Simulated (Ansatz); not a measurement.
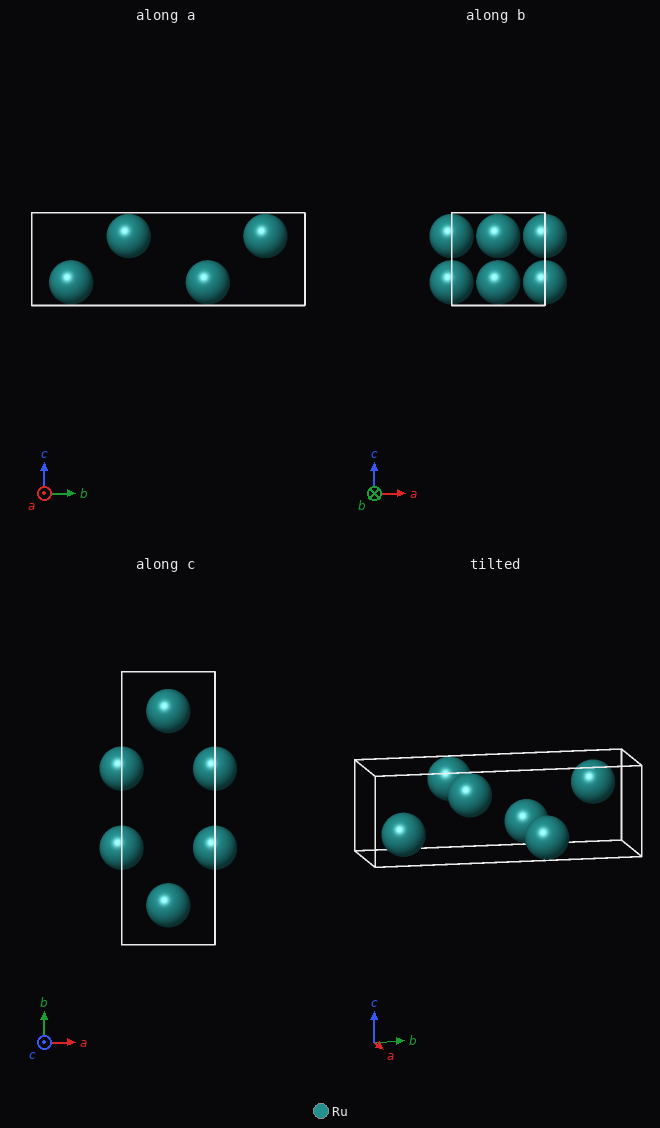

Spheres-only representation of a periodic structure, projected along the a axis, along the b axis, along the c axis and slightly off an axis. The wireframe shows the conventional unit cell.

Lattice parameters: a = 2.819 Å, b = 8.248 Å, c = 2.793 Å, α = 90.00°, β = 90.00°, γ = 90.00°.

### From the views, write a table of Wyckoff sites, with free fractional coordinates to two decimals.

Space group Cmcm (No. 63).
| atom | site | x | y | z |
| --- | --- | --- | --- | --- |
| Ru | 4c | 0.00 | 0.36 | 0.75 |

The model was built from a structure type filled with this element by a generator (whether the element takes this form wasn't checked). Earlier steps of the study may have refined or changed the cell and positions. A calculation with Ansatz used it as input.

At this level of theory the cell isn't at rest (stretched, at -26 GPa), so its distances can differ from those at equilibrium, the more so the softer the solid.
